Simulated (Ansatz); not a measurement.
A series of calculations on C62N2

**1. Relaxation**

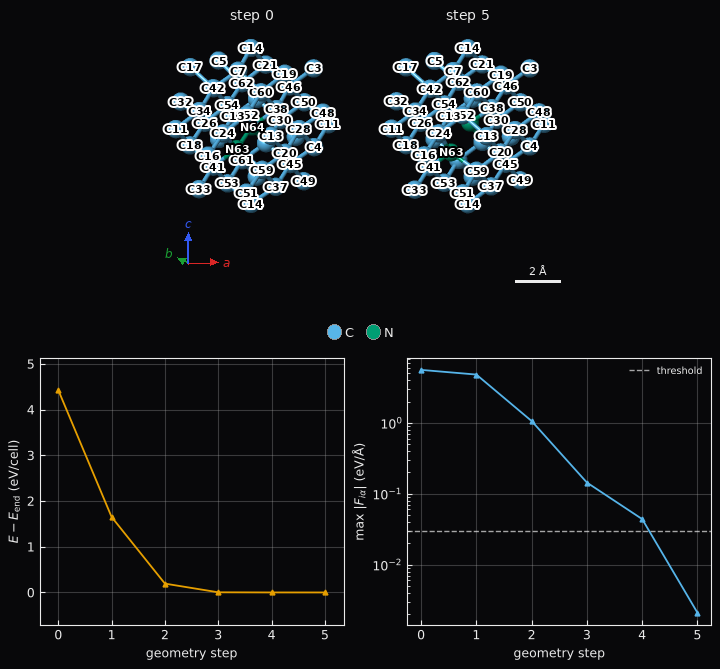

First and last geometry of a relaxation of a defect cell of composition C$_{62}$N$_{2}$ (cell charge +1), with the history of the run. The picture is a ball-and-stick view of the atoms within 4.2 Å of the atom that moves most (axes of the cell of the calculation (origin shifted)), seen slightly off an axis.

All numbers below come from DFT, PBEsol, PAW, plane waves (Ansatz). Settings: plane-wave cutoff 420 eV; k-point mesh 1 × 1 × 1; mesh shifted by (0.25, 0.25, 0.25); collinear spin; atoms relaxed in a fixed cell; force threshold 0.03 eV/Å; at most 80 steps.

Question: Read the history and describe the run.

Answer: It converged. An N atom moves most: 0.26 Å along [1 1 1]. By element the largest moves are N 0.26 Å, C 0.11 Å. The cell doesn't change. Among the contacts that change: N–N 1.532 → 2.025 Å, C–N 1.603 → 1.470 Å, C–N 1.575 → 1.470 Å, C–C 1.452 → 1.547 Å. Bonds break: N–N (1.53 → 2.03 Å). Bond angles that change, for instance: C–C–N 110.8° → 103.2°, C–N–C 109.1° → 115.5°, C–C–N 109.6° → 103.2°. The energy falls by 4.425 eV per cell of the calculation in 5 geometry steps. Largest force component: 5.6 eV/Å at the start, 0.0021 eV/Å at the end. The run took 25 s on 7 threads of Arm Neoverse-V2, peak memory 1.2 GiB.

Limits of the set-up: the periodic images lie only 7.1 Å apart, so the values are limited by the cell's size; the cell is charged, on a uniform background, and energies carry no finite-size correction.

**2. Relaxation**

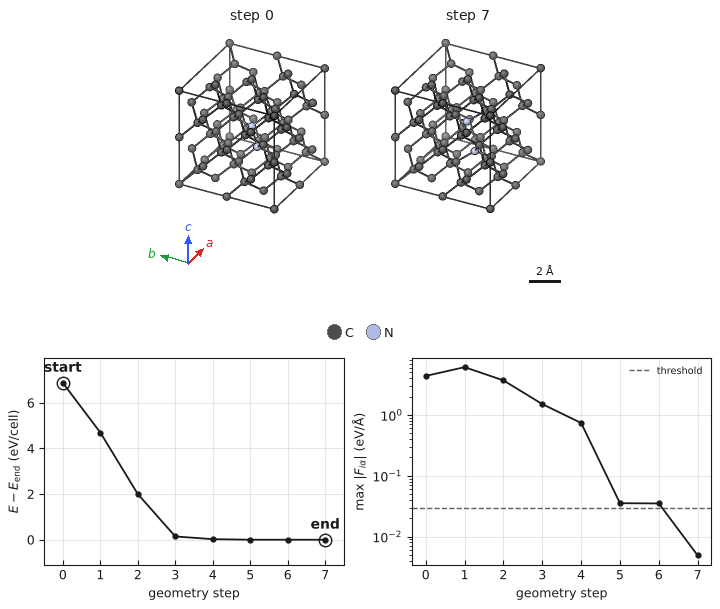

First and last geometry of a relaxation of a defect cell of composition C$_{62}$N$_{2}$, with the history of the run. The picture is a ball-and-stick view of the cell of the calculation (origin shifted), seen from a free direction.

The calculation used DFT, PBEsol, PAW, plane waves in Ansatz. (plane-wave cutoff 420 eV; k-point mesh 1 × 1 × 1; mesh shifted by (0.25, 0.25, 0.25); no spin polarisation; atoms relaxed in a fixed cell; force threshold 0.03 eV/Å; at most 80 steps)

### Read the history and describe the run.

It converged. The energy falls by 6.875 eV per cell of the calculation in 7 geometry steps. Largest force component: 4.4 eV/Å at the start, 0.0049 eV/Å at the end. The atom that moves furthest is an N atom (0.34 Å along [1 1 1]). By element the largest moves are N 0.34 Å, C 0.13 Å. The cell stays as it was. Among the contacts that change: N–N 1.532 → 2.196 Å, C–N 1.603 → 1.438 Å, C–N 1.575 → 1.437 Å, C–C 1.452 → 1.554 Å. Bonds break: N–N (1.53 → 2.20 Å). Among the angles between lasting bonds that change: C–C–N 110.8° → 101.8°, C–N–C 109.1° → 117.1°, C–C–N 109.6° → 101.9°. The run took 17 s on 7 threads of Arm Neoverse-V2, peak memory 0.83 GiB.

```
step  E − E(0), meV/atom  largest force component, eV/Å
   0                0.00                         4.3878
   1              -34.03                         6.1191
   2              -76.16                         3.7070
   3             -105.17                         1.5109
   4             -107.02                         0.7398
   5             -107.41                         0.0354
   6             -107.41                         0.0351
   7             -107.42                         0.0049
```

Limits of the set-up: the periodic images lie only 7.1 Å apart, so the values are limited by the cell's size.

**3. Defect**

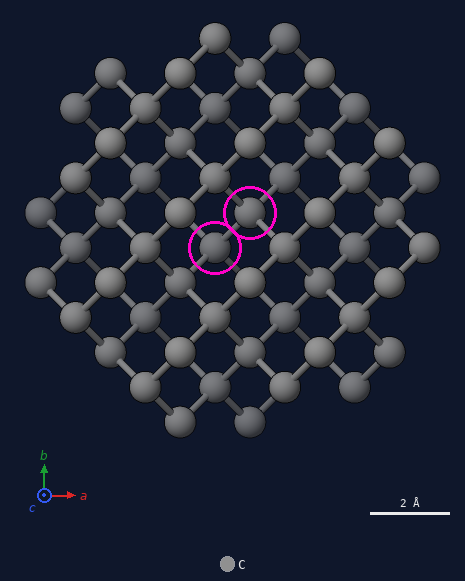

Perfect C. Style: ball-and-stick. Shown: the atoms within 5.1 Å of one point, in a slice 5.0 Å thick across the line of sight, along the c axis.

These are results of DFT, PBEsol, PAW, plane waves (Ansatz), not measurements. (plane-wave cutoff 420 eV; k-point mesh 1 × 1 × 1; mesh shifted by (0.25, 0.25, 0.25); no spin polarisation) Fermi-Dirac smearing of 0.01 eV. The axes drawn are those of the host's conventional cell.

Two carbon atoms are replaced by nitrogen, the two sites 1.5 Å apart at the ringed places, in charge state 0. The supercell has 64 sites, and the atoms are relaxed at the host's cell.

### Predict the relaxed surroundings of the defect.

One site: in the host the C atom has 4 C at 1.54 Å; the N atom ends with 3 C at 1.44 Å. The other site: in the host the C atom has 4 C at 1.54 Å; the N atom ends with 3 C at 1.44 Å. Of the host's atoms, a carbon atom moves furthest from its site, by 0.07 Å. The N atom itself moves 0.33 Å from where it was put. The N atom itself moves 0.33 Å from where it was put.

The relaxed defect, seen from the same direction:

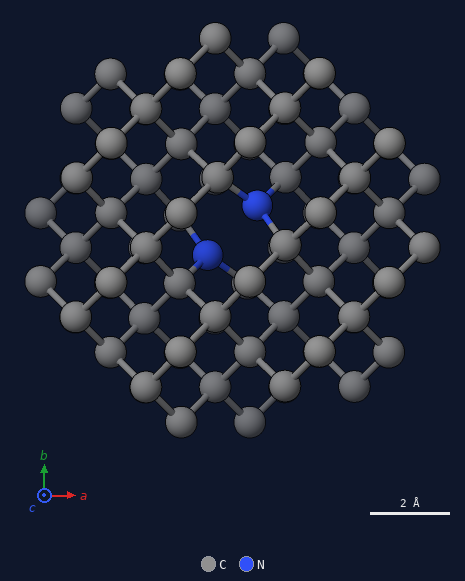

Limits of the set-up: the periodic images lie only 7.1 Å apart, so the values are limited by the cell's size.
